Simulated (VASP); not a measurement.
Sn: geometry relaxation (part 1 of 2)

- system: Sn (Fd-3m, 2 atoms in the cell)
- method: Kohn-Sham DFT of a periodic cell, PBE, VASP PAW PBE potentials, minimal, no spin polarisation (VASP 6.6.1)

The structure derives from an entry of the Crystallography Open Database.

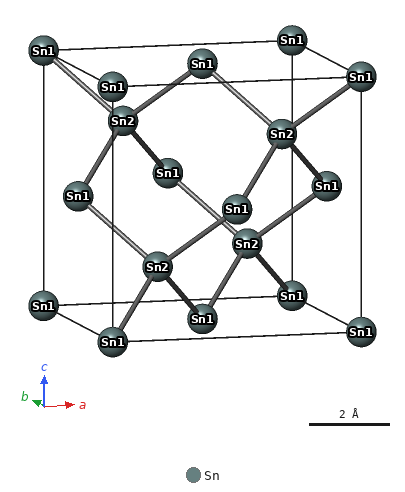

Figure 1. The starting structure (ball-and-stick view of the cell 4 times as large as that of the calculation, set on its symmetry axes, seen slightly off an axis; atoms are numbered from 1 in the order of the input).

**INCAR**
```
SYSTEM = Sn
PREC = Accurate ; ENCUT = 300
EDIFF = 1E-6 ; ISMEAR = 0
SIGMA = 0.03 ; LREAL = .False.
LASPH = .True. ; NELM = 80
ALGO = Normal ; ISIF = 3
LWAVE = .False. ; LCHARG = .False.
GGA = PE ; IBRION = 2
NSW = 90 ; EDIFFG = -0.01
```

**KPOINTS**
```
regular mesh
0
Gamma
  5 5 5
  0 0 0
```

**POSCAR**
```
Sn
1.0
    0.0000000000      3.2333428000      3.2333428000
    3.2333428000      0.0000000000      3.2333428000
    3.2333428000      3.2333428000      0.0000000000
Sn
2
Direct
    0.0000000000      0.0000000000      0.0000000000
    0.2500000000      0.2500000000      0.2500000000
```

Machine: 1 thread of Intel Xeon @ 2.50GHz (Skylake/Cascade Lake), 64 GiB of memory available, shared host.

Command:
```bash
cat potpaw_PBE.64/Sn/POTCAR > POTCAR
mpirun -np 1 vasp_std > vasp.out
```

**OSZICAR**
```
N       E                     dE             d eps       ncg     rms          rms(c)
DAV:   1     0.904028584904E+01    0.90403E+01   -0.20457E+03   160   0.470E+02
DAV:   2    -0.735559846937E+01   -0.16396E+02   -0.16252E+02   232   0.657E+01
DAV:   3    -0.763165660142E+01   -0.27606E+00   -0.27555E+00   200   0.108E+01
DAV:   4    -0.763252562061E+01   -0.86902E-03   -0.86873E-03   240   0.779E-01
DAV:   5    -0.763252671964E+01   -0.10990E-05   -0.10989E-05   184   0.135E-02    0.342E+00
DAV:   6    -0.755331326503E+01    0.79213E-01   -0.28563E-02   200   0.108E+00    0.208E+00
DAV:   7    -0.751663762494E+01    0.36676E-01   -0.59613E-02   176   0.164E+00    0.114E-01
DAV:   8    -0.751799572942E+01   -0.13581E-02   -0.19754E-03   176   0.247E-01    0.326E-02
DAV:   9    -0.751824427822E+01   -0.24855E-03   -0.28168E-04   208   0.114E-01    0.271E-02
DAV:  10    -0.751825711234E+01   -0.12834E-04   -0.48780E-05   168   0.467E-02    0.354E-03
DAV:  11    -0.751825661120E+01    0.50114E-06   -0.87274E-07   208   0.522E-03
   1 F= -.75182566E+01 E0= -.75177640E+01  d E =-.751826E+01
       N       E                     dE             d eps       ncg     rms          rms(c)
DAV:   1    -0.772205940557E+01   -0.20380E+00   -0.44815E+00   200   0.117E+01    0.139E+00
DAV:   2    -0.763305878414E+01    0.89001E-01   -0.60633E-02   184   0.151E+00    0.785E-01
DAV:   3    -0.758382378155E+01    0.49235E-01   -0.10898E-01   200   0.177E+00    0.161E-01
DAV:   4    -0.758464839242E+01   -0.82461E-03   -0.84158E-04   160   0.187E-01    0.414E-02
DAV:   5    -0.758476211209E+01   -0.11372E-03   -0.19251E-04   200   0.899E-02    0.128E-02
DAV:   6    -0.758477436481E+01   -0.12253E-04   -0.18574E-05   184   0.322E-02    0.372E-03
DAV:   7    -0.758477450806E+01   -0.14325E-06   -0.20334E-06   200   0.785E-03
   2 F= -.75847745E+01 E0= -.75843431E+01  d E =-.665179E-01
       N       E                     dE             d eps       ncg     rms          rms(c)
DAV:   1    -0.760223469668E+01   -0.17460E-01   -0.33071E-01   200   0.331E+00    0.370E-01
DAV:   2    -0.759607685560E+01    0.61578E-02   -0.39999E-03   176   0.375E-01    0.207E-01
DAV:   3    -0.759270707921E+01    0.33698E-02   -0.75740E-03   200   0.467E-01    0.443E-02
DAV:   4    -0.759277300511E+01   -0.65926E-04   -0.80539E-05   160   0.569E-02    0.504E-03
DAV:   5    -0.759277594296E+01   -0.29378E-05   -0.46341E-06   208   0.141E-02    0.224E-03
DAV:   6    -0.759277605435E+01   -0.11139E-06   -0.17290E-06   168   0.882E-03
   3 F= -.75927761E+01 E0= -.75923446E+01  d E =-.745194E-01
```

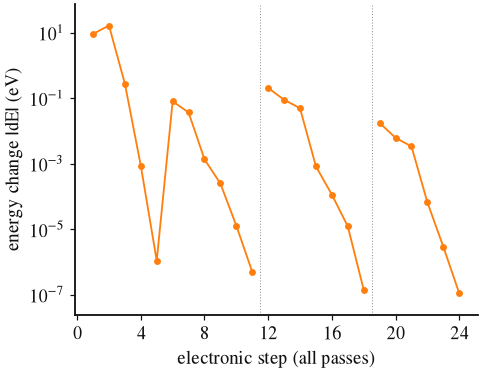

Figure 2. Convergence of the self-consistent field: energy change |dE| against the electronic step. Each stretch between dotted lines is the SCF of one geometry step of a relaxation. The 3 ionic steps take 6 to 11 electronic steps each. The density is held fixed in the first few steps, and dE rises again when its update begins.

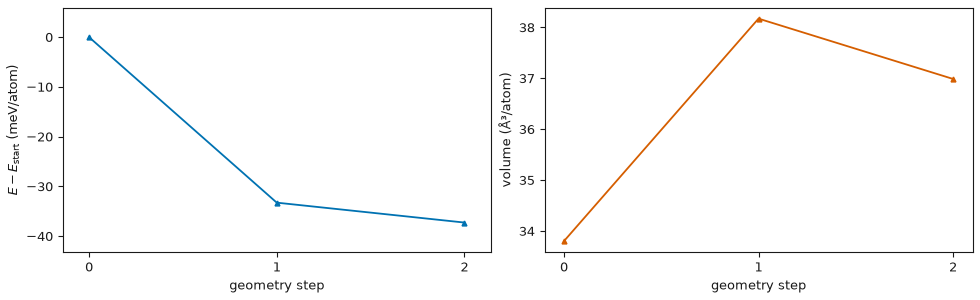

Figure 3. Progress of the relaxation, step by step (steps are counted from 0).

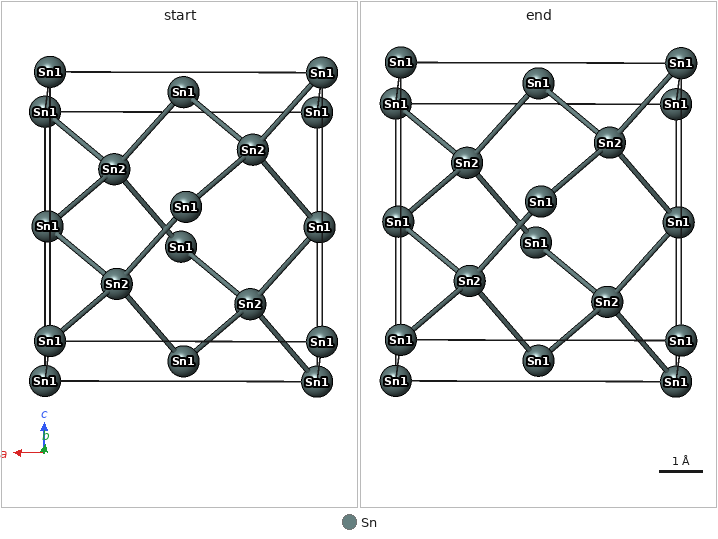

Figure 4. Before (left) and after (right) the relaxation, at one scale (ball-and-stick view of the cell 4 times as large as that of the calculation, set on its symmetry axes, seen at an oblique angle). The energy falls by 37.3 meV per atom in 2 geometry steps. All forces vanish by symmetry, so only the cell relaxes. The atoms keep their places relative to the cell (all moves are under 0.005 Å). The volume changes by +9.4 %, with a = b = c 6.467 → 6.664 Å (+3.0 %). Among the contacts that change: Sn1–Sn2 2.800 → 2.885 Å. The space group stays Fd-3m (No. 227). (Atoms are counted from 1 in the order of the input.)

**Parts of OUTCAR**
```
SYSTEM = Sn
   PREC = Accurate
   ENCUT = 300
   EDIFF = 1E-6
   ISMEAR = 0
   LREAL = .False.
   LASPH = .True.
   NELM = 80
   ISIF = 3
   GGA = PE
   IBRION = 2
   NSW = 90
   EDIFFG = -0.01

 ion  position               nearest neighbor table
   1  0.000  0.000  0.000-   2 2.80   2 2.80   2 2.80   2 2.80
   2  0.250  0.250  0.250-   1 2.80   1 2.80   1 2.80   1 2.80

  LATTYP: Found a face centered cubic cell.
 ALAT       =     6.4666856000

  Lattice vectors:

 A1 = (   0.0000000000,   3.2333428000,   3.2333428000)
 A2 = (   3.2333428000,   0.0000000000,   3.2333428000)
 A3 = (   3.2333428000,   3.2333428000,   0.0000000000)

Analysis of symmetry for initial positions (statically):
=====================================================================
 Subroutine PRICEL returns:
 Original cell was already a primitive cell.

 Routine SETGRP: Setting up the symmetry group for a
 face centered cubic supercell.

 Subroutine GETGRP returns: Found 48 space group operations
 (whereof 24 operations were pure point group operations)
 out of a pool of 48 trial point group operations.

The static configuration has the point symmetry T_d .
 The point group associated with its full space group is O_h .

Analysis of symmetry for dynamics (positions and initial velocities):
=====================================================================
 Subroutine PRICEL returns:
 Original cell was already a primitive cell.

 Routine SETGRP: Setting up the symmetry group for a
 face centered cubic supercell.

 Subroutine GETGRP returns: Found 48 space group operations
 (whereof 24 operations were pure point group operations)
 out of a pool of 48 trial point group operations.

The dynamic configuration has the point symmetry T_d .
 The point group associated with its full space group is O_h .

 Subroutine INISYM returns: Found 48 space group operations
 (whereof 24 operations are pure point group operations),
 and found     1 'primitive' translations

----------------------------------------------------------------------------------------

                                     Primitive cell

  volume of cell :      67.6060

  direct lattice vectors                    reciprocal lattice vectors
     0.000000000  3.233342800  3.233342800    -0.154638723  0.154638723  0.154638723
     3.233342800  0.000000000  3.233342800     0.154638723 -0.154638723  0.154638723
     3.233342800  3.233342800  0.000000000     0.154638723  0.154638723 -0.154638723

  length of vectors
     4.572637240  4.572637240  4.572637240     0.267842124  0.267842124  0.267842124

  position of ions in fractional coordinates (direct lattice)
     0.000000000  0.000000000  0.000000000
     0.250000000  0.250000000  0.250000000

  ion indices of the primitive-cell ions
   primitive index   ion index
                 1           1
                 2           2

----------------------------------------------------------------------------------------

 KPOINTS: regular mesh

Automatic generation of k-mesh.
 Grid dimensions read from file:
 generate k-points for:    5    5    5

 Generating k-lattice:

  Cartesian coordinates                     Fractional coordinates (reciprocal lattice)
    -0.030927745  0.030927745  0.030927745     0.200000000  0.000000000  0.000000000
     0.030927745 -0.030927745  0.030927745     0.000000000  0.200000000  0.000000000
     0.030927745  0.030927745 -0.030927745     0.000000000  0.000000000  0.200000000

  Length of vectors
     0.053568425  0.053568425  0.053568425

  Shift w.r.t. Gamma in fractional coordinates (k-lattice)
     0.000000000  0.000000000  0.000000000

 Subroutine IBZKPT returns following result:
 ===========================================

 Found     10 irreducible k-points:

 Following reciprocal coordinates:
            Coordinates               Weight
  0.000000  0.000000  0.000000      1.000000
  0.200000  0.000000  0.000000      8.000000
  0.400000  0.000000  0.000000      8.000000
  0.200000  0.200000  0.000000      6.000000
  0.400000  0.200000  0.000000     24.000000
 -0.400000  0.200000  0.000000     24.000000
 -0.200000  0.200000  0.000000     12.000000
  0.400000  0.400000  0.000000      6.000000
 -0.400000  0.400000  0.000000     12.000000
 -0.400000  0.400000  0.200000     24.000000
   k-points           NKPTS =     10   k-points in BZ     NKDIM =     10   number of bands    NBANDS=      8
   number of dos      NEDOS =    301   number of ions     NIONS =      2
   total plane-waves  NPLWV =  21952
   dimension x,y,z NGX =    28 NGY =   28 NGZ =   28
   dimension x,y,z NGXF=    56 NGYF=   56 NGZF=   56
   ions per type =               2
   NGX,Y,Z   is equivalent  to a cutoff of  10.18, 10.18, 10.18 a.u.
   NGXF,Y,Z  is equivalent  to a cutoff of  20.36, 20.36, 20.36 a.u.
 SYSTEM =  Sn
   PREC   = accura    normal or accurate (medium, high low for compatibility)
   ISTART =      0    job   : 0-new  1-cont  2-samecut
   ICHARG =      2    charge: 1-file 2-atom 10-const
   ISPIN  =      1    spin polarized calculation?
   LNONCOLLINEAR =      F non collinear calculations
   LSORBIT =      F    spin-orbit coupling
   LASPH  =      T    aspherical Exc in radial PAW
   ENCUT  =  300.0 eV  22.05 Ry    4.70 a.u.   6.46  6.46  6.46*2*pi/ulx,y,z
   NELM   =     80;   NELMIN=  2; NELMDL= -5     # of ELM steps
   EDIFF  = 0.1E-05   stopping-criterion for ELM
   LREAL  =      F    real-space projection
   EDIFFG = -.1E-01   stopping-criterion for IOM
   NSW    =     90    number of steps for IOM
   IBRION =      2    ionic relax: 0-MD 1-quasi-New 2-CG
   NFREE  =      1    steps in history (QN), initial steepest desc. (CG)
   ISIF   =      3    stress and relaxation
   ISYM   =      2    0-nonsym 1-usesym 2-fastsym
   POTIM  = 0.5000    time-step for ionic-motion
   TEBEG  =    0.0;   TEEND  =   0.0 temperature during run
   PSTRESS=    0.0 pullay stress
   NELECT =       8.0000    total number of electrons
   NUPDOWN=      -1.0000    fix difference up-down
   EMIN   =  10.00;   EMAX   =-10.00  energy-range for DOS
   EFERMI =   0.00;   METHOD = LEGACY
   ISMEAR =     0;   SIGMA  =   0.03  broadening in eV -4-tet -1-fermi 0-gaus
   EFERMI_NEDOS =   21; number of points for ismear=-14 and -15
   IALGO  =     38    algorithm
   IMIX   =      4    mixing-type and parameters
     AMIX     =   0.40;   BMIX     =  1.00
     AMIX_MAG =   1.60;   BMIX_MAG =  1.00
  volume/ion in A,a.u.               =      33.80       228.11
  Fermi-wavevector in a.u.,A,eV,Ry     =   0.803729  1.518828  8.789100  0.645981
  Thomas-Fermi vector in A             =   1.911652
   LORBIT       =      0    0 simple, 1 ext, 2 COOP (PROOUT), +10 PAW based schemes
   GGA     = PE    functional components
   LHFCALC =     F    Hartree Fock is set to
   AEXX    =    0.0000 exact exchange contribution
   IVDW    =     0    specifies the selected vdW correction
   LEPSILON=     F    determine dielectric tensor
   LRPA    =     F    only Hartree local field effects (RPA)
 conjugate gradient relaxation of ions
```
